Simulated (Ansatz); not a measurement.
Run report: ZnO, geometry relaxation (part 2 of 3)

ZnO (slab, 16 atoms in the cell); DFT PBEsol, scalar-relativistic, plane waves, PAW, no spin polarisation (Ansatz 0.2.0); cutoff 420 eV, 8×5×1 k-mesh, Gaussian smearing of 0.05 eV. The structure derives from an entry of the Crystallography Open Database. It belongs to a series of runs on one base structure; here: (1 0 0) slab, atoms relaxed.

Geometry of the input (Å; fractional positions):
```
3.2300  0.0000  0.0000
0.0000  5.2143  0.0000
0.0000  0.0000  24.3243
Zn 0.0000  0.9984  0.3083
O  0.0000  0.6195  0.3083
Zn 0.5000  0.4984  0.3467
O  0.5000  0.1195  0.3467
Zn 0.5000  0.9984  0.4233
O  0.5000  0.6195  0.4233
Zn 0.0000  0.4984  0.4617
O  0.0000  0.1195  0.4617
Zn 0.0000  0.9984  0.5383
O  0.0000  0.6195  0.5383
Zn 0.5000  0.4984  0.5767
O  0.5000  0.1195  0.5767
Zn 0.5000  0.9984  0.6533
O  0.5000  0.6195  0.6533
Zn 0.0000  0.4984  0.6917
O  0.0000  0.1195  0.6917
```

## What the program printed, continued
```
SCF iter   1: F=—  HF=-30734.933357 eV  |F-HF|=—  |Δ(HF+E_count)|=         —  Δρ=2.28e-3  dr2=1.63e-2  ethr=9.29e-5  p=0.000 e·Å  D=7.91e-8 V/Å  ΔV_dip=-0.00 eV  dr2_dipole=5.77e-12  V_vac-E_F(+/−)=5.26/5.26 eV  ⟨swp⟩=4.6  Hψ=3217  notcnv=0  defer=166
efield: sawtooth ramp at fractional position 0.9800 (handed on by an earlier solve), width 0.0400; the density the first Hamiltonian is built on has a dipole p = 0.000 e·Å; the dipole correction subtracts the counter field D = 7.91e-8 V/Å, which shifts the + side's vacuum level by -0.00 eV against the − side's; the planar-averaged density in the ramp window peaks in size at 4.5e-6 e/Å³
preconditioner: auto → Resta (q_TF=auto, 2.292 Å⁻¹)  ε∞=4.4  [insulator: Δε(μ)=0.868 eV  Ē_g=11.989 eV  σ=0.050 eV  W_gap=1.00  n_scr=68 (ndim 8)  ℏωp=22.0 eV  f_vac=0.529  D(μ)=0.00/eV (n_scr^D=0)  ε∞_Penn≈4.4  vacuum switching on, ρ_ref=1.0e-2 e/Å³]
SCF iter   2: F=—  HF=-30734.928820 eV  |F-HF|=—  |Δ(HF+E_count)|=   4.54e-3  Δρ=1.16e-3  dr2=4.91e-3  ethr=1.13e-5  p=0.000 e·Å  D=3.61e-7 V/Å  ΔV_dip=-0.00 eV  dr2_dipole=8.13e-13  V_vac-E_F(+/−)=5.29/5.29 eV  ⟨swp⟩=2.1  Hψ=1966  notcnv=0  defer=165
SCF iter   3: F=—  HF=-30734.927852 eV  |F-HF|=—  |Δ(HF+E_count)|=   9.68e-4  Δρ=7.23e-4  dr2=1.87e-3  ethr=3.41e-6  p=-0.000 e·Å  D=-1.89e-8 V/Å  ΔV_dip=0.00 eV  dr2_dipole=3.99e-16  V_vac-E_F(+/−)=5.33/5.33 eV  ⟨swp⟩=2.0  Hψ=2145  notcnv=0  defer=165
SCF iter   4: F=—  HF=-30734.927378 eV  |F-HF|=—  |Δ(HF+E_count)|=   4.74e-4  Δρ=1.52e-4  dr2=1.56e-4  ethr=1.30e-6  p=-0.000 e·Å  D=-2.93e-8 V/Å  ΔV_dip=0.00 eV  dr2_dipole=8.08e-14  V_vac-E_F(+/−)=5.34/5.34 eV  ⟨swp⟩=2.0  Hψ=2145  notcnv=0  defer=165
SCF iter   5: F=—  HF=-30734.927404 eV  |F-HF|=—  |Δ(HF+E_count)|=   2.58e-5  Δρ=1.03e-4  dr2=3.53e-5  ethr=6.94e-8  p=0.000 e·Å  D=9.08e-8 V/Å  ΔV_dip=-0.00 eV  dr2_dipole=1.43e-12  V_vac-E_F(+/−)=5.36/5.36 eV  ⟨swp⟩=19.4  Hψ=15018  notcnv=0
SCF iter   6: F=-30734.927404 eV  HF=-30734.927402 eV  |F-HF|=2.00e-6  |Δ(HF+E_count)|=   2.12e-6  Δρ=2.75e-5  dr2=3.57e-6  ethr=2.45e-8  p=-0.000 e·Å  D=-2.47e-8 V/Å  ΔV_dip=0.00 eV  dr2_dipole=2.96e-13  V_vac-E_F(+/−)=5.36/5.36 eV  ⟨swp⟩=14.7  Hψ=14493  notcnv=0
SCF 4 converged in 6 iterations: F = -30734.927404 eV  dr2 = 3.57e-6
relax step   4: F+E_penalty+E_count = -30734.92740360 eV  Δ(F+E_penalty+E_count) = -4.515e-2 eV  max|allowed force component| = 1.071e-1 eV/Å  Δτ_max = 0.0482 Å  (6 SCF iters, dr2 threshold 1.00e-4 eV, accepted)
SCF iter   1: F=—  HF=-30734.931799 eV  |F-HF|=—  |Δ(HF+E_count)|=         —  Δρ=2.74e-3  dr2=1.57e-2  ethr=1.44e-4  p=-0.000 e·Å  D=-2.47e-8 V/Å  ΔV_dip=0.00 eV  dr2_dipole=1.09e-11  V_vac-E_F(+/−)=5.36/5.36 eV  ⟨swp⟩=4.4  Hψ=3250  notcnv=0  defer=168
efield: sawtooth ramp at fractional position 0.9800 (handed on by an earlier solve), width 0.0400; the density the first Hamiltonian is built on has a dipole p = -0.000 e·Å; the dipole correction subtracts the counter field D = -2.47e-8 V/Å, which shifts the + side's vacuum level by +0.00 eV against the − side's; the planar-averaged density in the ramp window peaks in size at 4.8e-6 e/Å³
preconditioner: auto → Resta (q_TF=auto, 2.292 Å⁻¹)  ε∞=4.4  [insulator: Δε(μ)=0.867 eV  Ē_g=11.987 eV  σ=0.050 eV  W_gap=1.00  n_scr=68 (ndim 8)  ℏωp=22.0 eV  f_vac=0.526  D(μ)=0.00/eV (n_scr^D=0)  ε∞_Penn≈4.4  vacuum switching on, ρ_ref=1.0e-2 e/Å³]
SCF iter   2: F=—  HF=-30734.927417 eV  |F-HF|=—  |Δ(HF+E_count)|=   4.38e-3  Δρ=1.41e-3  dr2=4.29e-3  ethr=1.09e-5  p=0.000 e·Å  D=3.52e-7 V/Å  ΔV_dip=-0.00 eV  dr2_dipole=1.46e-13  V_vac-E_F(+/−)=5.36/5.36 eV  ⟨swp⟩=2.4  Hψ=2137  notcnv=0  defer=168
SCF iter   3: F=—  HF=-30734.926747 eV  |F-HF|=—  |Δ(HF+E_count)|=   6.70e-4  Δρ=8.05e-4  dr2=2.69e-3  ethr=2.98e-6  p=0.000 e·Å  D=2.07e-7 V/Å  ΔV_dip=-0.00 eV  dr2_dipole=3.54e-12  V_vac-E_F(+/−)=5.35/5.35 eV  ⟨swp⟩=2.1  Hψ=2168  notcnv=0  defer=168
SCF iter   4: F=—  HF=-30734.926244 eV  |F-HF|=—  |Δ(HF+E_count)|=   5.03e-4  Δρ=1.42e-4  dr2=7.97e-5  ethr=1.87e-6  p=0.000 e·Å  D=3.55e-7 V/Å  ΔV_dip=-0.00 eV  dr2_dipole=4.57e-15  V_vac-E_F(+/−)=5.35/5.35 eV  ⟨swp⟩=2.0  Hψ=2142  notcnv=0  defer=168
SCF iter   5: F=—  HF=-30734.926371 eV  |F-HF|=—  |Δ(HF+E_count)|=   1.27e-4  Δρ=7.42e-5  dr2=1.74e-5  ethr=5.53e-8  p=0.000 e·Å  D=3.13e-7 V/Å  ΔV_dip=-0.00 eV  dr2_dipole=3.52e-13  V_vac-E_F(+/−)=5.35/5.35 eV  ⟨swp⟩=2.0  Hψ=2219  notcnv=0  defer=168
SCF iter   6: F=—  HF=-30734.926368 eV  |F-HF|=—  |Δ(HF+E_count)|=   3.47e-6  Δρ=1.80e-5  dr2=8.01e-7  ethr=1.21e-8  p=0.000 e·Å  D=2.67e-7 V/Å  ΔV_dip=-0.00 eV  dr2_dipole=6.77e-15  V_vac-E_F(+/−)=5.35/5.35 eV  ⟨swp⟩=2.0  Hψ=2226  notcnv=0  defer=168
SCF iter   7: F=-30734.926369 eV  HF=-30734.926369 eV  |F-HF|=6.28e-8  |Δ(HF+E_count)|=   7.99e-7  Δρ=6.44e-6  dr2=1.32e-7  ethr=4.97e-10  p=0.000 e·Å  D=2.47e-7 V/Å  ΔV_dip=-0.00 eV  dr2_dipole=1.01e-12  V_vac-E_F(+/−)=5.35/5.35 eV  ⟨swp⟩=19.9  Hψ=12665  notcnv=0
SCF 5 converged in 7 iterations: F = -30734.926369 eV  dr2 = 1.32e-7
relax step   5: F+E_penalty+E_count = -30734.92636861 eV  Δ(F+E_penalty+E_count) = +1.035e-3 eV  max|allowed force component| = 1.592e-1 eV/Å  Δτ_max = 0.0597 Å  (7 SCF iters, dr2 threshold 7.16e-7 eV, rejected (line search))
SCF iter   1: F=—  HF=-30734.936088 eV  |F-HF|=—  |Δ(HF+E_count)|=         —  Δρ=1.68e-3  dr2=7.48e-3  ethr=3.74e-5  p=0.000 e·Å  D=2.47e-7 V/Å  ΔV_dip=-0.00 eV  dr2_dipole=1.91e-13  V_vac-E_F(+/−)=5.35/5.35 eV  ⟨swp⟩=3.3  Hψ=3018  notcnv=0  defer=164
efield: sawtooth ramp at fractional position 0.9800 (handed on by an earlier solve), width 0.0400; the density the first Hamiltonian is built on has a dipole p = 0.000 e·Å; the dipole correction subtracts the counter field D = 2.47e-7 V/Å, which shifts the + side's vacuum level by -0.00 eV against the − side's; the planar-averaged density in the ramp window peaks in size at 5.7e-6 e/Å³
preconditioner: auto → Resta (q_TF=auto, 2.292 Å⁻¹)  ε∞=4.4  [insulator: Δε(μ)=0.897 eV  Ē_g=12.008 eV  σ=0.050 eV  W_gap=1.00  n_scr=68 (ndim 8)  ℏωp=22.0 eV  f_vac=0.529  D(μ)=0.00/eV (n_scr^D=0)  ε∞_Penn≈4.4  vacuum switching on, ρ_ref=1.0e-2 e/Å³]
SCF iter   2: F=—  HF=-30734.934247 eV  |F-HF|=—  |Δ(HF+E_count)|=   1.84e-3  Δρ=8.90e-4  dr2=1.95e-3  ethr=5.19e-6  p=0.000 e·Å  D=2.73e-7 V/Å  ΔV_dip=-0.00 eV  dr2_dipole=7.94e-13  V_vac-E_F(+/−)=5.35/5.35 eV  ⟨swp⟩=2.2  Hψ=2002  notcnv=0  defer=164
SCF iter   3: F=—  HF=-30734.933951 eV  |F-HF|=—  |Δ(HF+E_count)|=   2.96e-4  Δρ=5.04e-4  dr2=1.14e-3  ethr=1.35e-6  p=0.000 e·Å  D=7.15e-8 V/Å  ΔV_dip=-0.00 eV  dr2_dipole=3.09e-14  V_vac-E_F(+/−)=5.36/5.36 eV  ⟨swp⟩=2.0  Hψ=2146  notcnv=0  defer=164
SCF iter   4: F=—  HF=-30734.933744 eV  |F-HF|=—  |Δ(HF+E_count)|=   2.08e-4  Δρ=1.01e-4  dr2=5.03e-5  ethr=7.92e-7  p=0.000 e·Å  D=5.70e-8 V/Å  ΔV_dip=-0.00 eV  dr2_dipole=5.74e-14  V_vac-E_F(+/−)=5.36/5.36 eV  ⟨swp⟩=2.0  Hψ=2146  notcnv=0  defer=164
SCF iter   5: F=—  HF=-30734.933881 eV  |F-HF|=—  |Δ(HF+E_count)|=   1.37e-4  Δρ=7.98e-5  dr2=2.18e-5  ethr=3.50e-8  p=0.000 e·Å  D=1.59e-7 V/Å  ΔV_dip=-0.00 eV  dr2_dipole=2.00e-15  V_vac-E_F(+/−)=5.37/5.37 eV  ⟨swp⟩=2.0  Hψ=2236  notcnv=0  defer=164
SCF iter   6: F=—  HF=-30734.933877 eV  |F-HF|=—  |Δ(HF+E_count)|=   4.21e-6  Δρ=1.49e-5  dr2=8.31e-7  ethr=1.51e-8  p=0.000 e·Å  D=1.55e-7 V/Å  ΔV_dip=-0.00 eV  dr2_dipole=1.93e-17  V_vac-E_F(+/−)=5.37/5.37 eV  ⟨swp⟩=2.0  Hψ=2232  notcnv=0  defer=164
SCF iter   7: F=—  HF=-30734.933878 eV  |F-HF|=—  |Δ(HF+E_count)|=   9.42e-7  Δρ=1.02e-5  dr2=3.60e-7  ethr=5.77e-10  p=0.000 e·Å  D=1.44e-7 V/Å  ΔV_dip=-0.00 eV  dr2_dipole=1.00e-12  V_vac-E_F(+/−)=5.37/5.37 eV  ⟨swp⟩=2.0  Hψ=2212  notcnv=0  defer=164
SCF iter   8: F=-30734.933878 eV  HF=-30734.933878 eV  |F-HF|=1.44e-8  |Δ(HF+E_count)|=   2.53e-8  Δρ=3.00e-6  dr2=4.60e-8  ethr=6.94e-11  p=0.000 e·Å  D=4.08e-8 V/Å  ΔV_dip=-0.00 eV  dr2_dipole=8.52e-14  V_vac-E_F(+/−)=5.37/5.37 eV  ⟨swp⟩=17.1  Hψ=12294  notcnv=0
SCF 6 converged in 8 iterations: F = -30734.933878 eV  dr2 = 4.60e-8
relax step   6: F+E_penalty+E_count = -30734.93387774 eV  Δ(F+E_penalty+E_count) = -6.474e-3 eV  max|allowed force component| = 1.549e-2 eV/Å  Δτ_max = 0.0274 Å  (8 SCF iters, accepted)
```

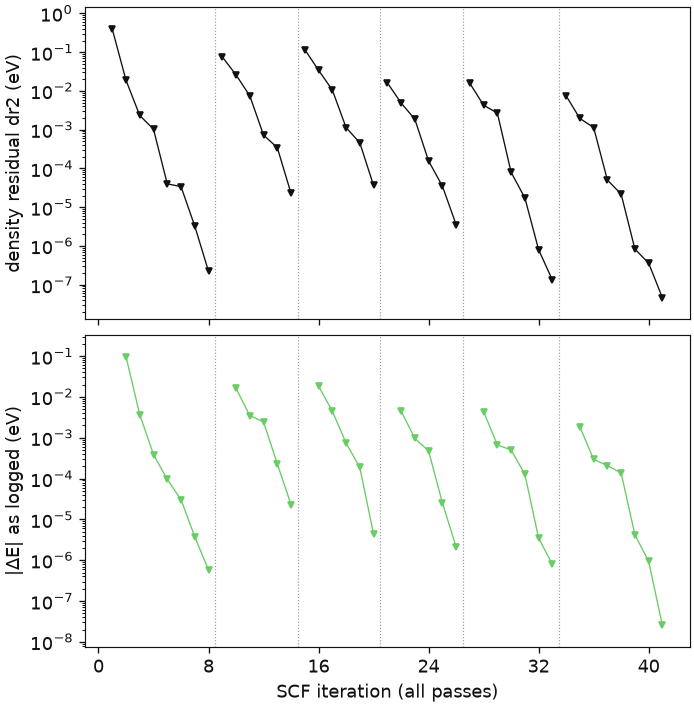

Fig. 1: Convergence of the self-consistent field: density residual dr2 and size of the energy change against the SCF iteration. The dotted lines part the SCF passes of the relaxation: geometry steps, rejected trials and re-solves on a re-selected basis. The 6 passes take 6 to 8 iterations each, 41 in all.

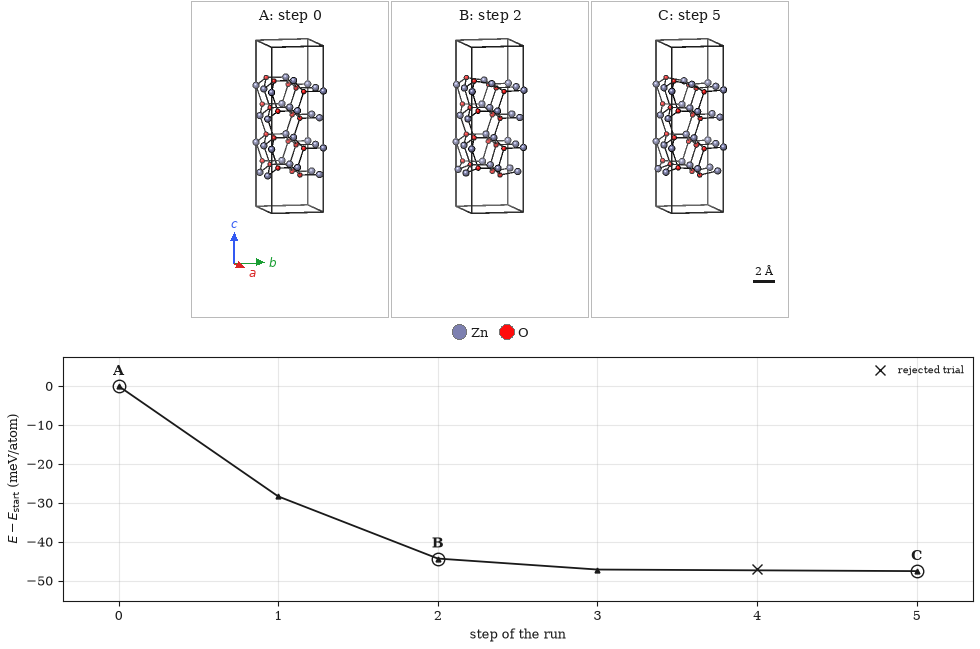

Fig. 2: Frames of the relaxation (ball-and-stick view of the 2 × 1 repeat of the cell, with the vacuum cut short (origin shifted), seen slightly off an axis) above the curves, on which the letters mark them (the first geometry is step 0 here and step 1 in the log).

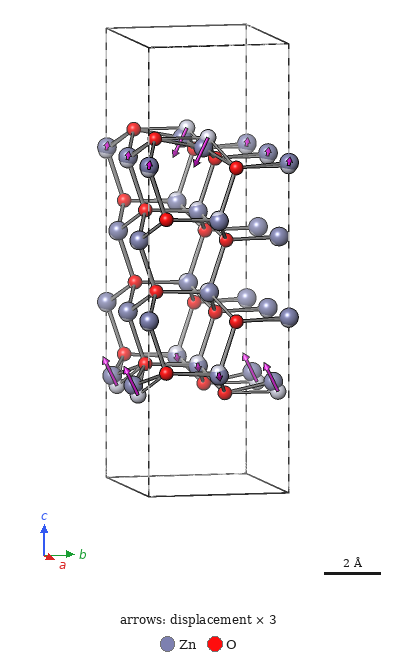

Fig. 3: Start (faint) and end (solid) with the displacements as pink arrows, magnified 3 times (ball-and-stick view of the 2 × 1 repeat of the cell, with the vacuum cut short (origin shifted), seen slightly off an axis). After 5 geometry steps the energy has fallen by 47.5 meV per atom. The largest force component goes from 1.4 to 0.015 eV/Å. The line search rejected the trial step at point 4 (counted from 0) and went back. The largest moves, 0.41 Å, are those of Zn1 and Zn15. By element the largest moves are Zn 0.41 Å, O 0.05 Å. The lattice vectors keep their values. Among the contacts that change: Zn15–O16 1.976 → 1.841 Å, O12–Zn13 1.969 → 2.058 Å, O4–Zn5 1.969 → 2.027 Å, O14–Zn15 1.969 → 1.913 Å. Among the angles that change: Zn1–O4–Zn5 110.2° → 98.8°, O14–Zn15–O16 108.7° → 119.4°, Zn1–O4–Zn3 108.7° → 114.6°. (Atoms are counted from 1 in the order of the input.)

```
WARN: The output density's exchange-correlation potential varies sharply where the density is thin. Do not read a vacuum level from v_tot or v_xc, or from such a field of the output density. On a cell that repeats whose density bears no net charge and no dipole along the vacuum's axis use v_es (v_loc + v_h of the components); under efield.dipole_correction with no amplitude use v_es + v_field, which holds any external_charges[].barrier, or the levels of the report's work_function block, which leave it out; under a non-zero efield.amplitude the vacuum is tilted and has no level; on a cell that repeats and bears such a dipole with no correction it is tilted too, and efield.dipole_correction with no amplitude gives each side of its ramp a level where efield: is served; in a cell that repeats whose density bears a net charge (total_charge, or a fill off its count) it is curved and has none; of a slab under crystal.periodic whose density bears no net charge use v_es, which has a level on each side, short of where the two are joined; of another it falls or rises all the way out and has none; of a slab beside external_charges read slab_vacuum_level instead, which it has where they leave it neutral. The grid or the basis barely resolves most such structure, and the values can differ between equally converged runs; as a rule a tighter scf.convergence.dr2_threshold does not remove it. Where the density itself ripples (under the LDA too) a higher basis.ecutwfc lessens it. The files hold the spikes' plane waves up to the density's cutoff. Files: v_tot_of_output_density and the like, and their columns of v_z.tsv (output.write_potential); v_xc_of_output_density and the like, and their columns of v_comp_z.tsv (output.write_potential_components). Measured: with its Gaussian average of σ = 0.25 Å subtracted twice, the exchange-correlation potential is over 0.1 eV at 310 of the grid points where the equally averaged density (valence and model cores) is under 1e-3 e/Å³, and 0.324 eV at the most among them, at an averaged density of 3.0e-7 e/Å³. The input density's (outcome.potential() and, of a run that writes arrays, v_tot and v_xc) is over 0.1 eV, so measured, at 32 points of its own thin density, 0.180 eV at the most. See output.write_potential in the manual, Limitations
SCF converged after 8 iterations
Free energy (F): -30734.933878 eV
Harris-Foulkes:  -30734.933878 eV  (|F-HF|=1.44e-8)
Internal energy: -30734.933878 eV  (E = F + TS)
E sigma→0 (E₀):  -30734.933878 eV
Fermi energy:    0.729079 eV
Dipole field:    D = -0.000000 V/Å  (p = -0.000001 e·Å, saw-weighted, corrected)
Work function:   Φ+ = 5.3730 eV   Φ− = 5.3730 eV
Levels:          The Fermi level and band energies are counted from a zero that moves with the ramp; work functions are not
--- Per-component energies (eV) ---
  E_band       = -778.864427
  E_kinetic    = 2442.706981
  E_local      = -156152.988285  (includes V_loc(G=0)·N_el)
  E_nonlocal   = 5347.987935
  E_hartree    = 76120.319902
  E_xc         = -1660.432939
  E_vxc        = -1158.275869  (∫ρ·V_xc dr)
  E_paw        = -15572.884902  (= ΣΔE_a)
  E_vpaw       = -3499.014032  (= ΣTr[D̂ρ^β])
  E_aug_tail   = 0.016761  (compensation charges beyond the density's cutoff)
  E_efield     = 0.000000  (sawtooth field / dipole correction)
  E_vefield    = -0.000000  (∫n·V_field dr)
  E_ewald      = 58733.679526
  E_core_change = 6.661143  (= ΣΔE_core)
  E_smearing   = -0.000000  (= −TS)
  E_closure    = -0.000000  (closes the sum)
  Σ components = -30734.933878   (vs F -30734.933878, Δ=0.00e0)
--- Forces (eV/Å), atoms counted from 1 ---
  atom   1  Zn     0.00000000    -0.00628695     0.00179756
  atom   2  O      0.00000000     0.00586336    -0.00716476
  atom   3  Zn     0.00000000    -0.00102479    -0.00448447
  atom   4  O      0.00000000    -0.00042072     0.01548817
  atom   5  Zn     0.00000000    -0.00145361    -0.00468730
  atom   6  O      0.00000000    -0.00142997    -0.00279835
  atom   7  Zn     0.00000000     0.00362482     0.00163043
  atom   8  O      0.00000000     0.00112119     0.01024193
  atom   9  Zn     0.00000000     0.00362483    -0.00163101
  atom  10  O      0.00000000     0.00112118    -0.01024120
  atom  11  Zn     0.00000000    -0.00145354     0.00468658
  atom  12  O      0.00000000    -0.00142983     0.00279860
  atom  13  Zn     0.00000000    -0.00102503     0.00448394
  atom  14  O      0.00000000    -0.00042084    -0.01548801
  atom  15  Zn     0.00000000    -0.00628674    -0.00179764
  atom  16  O      0.00000000     0.00586386     0.00716516
  max |Σ_I F_I| component: 1.28e-5 eV/Å
--- Band table (eV; the first three rows and the last of 15) ---
```
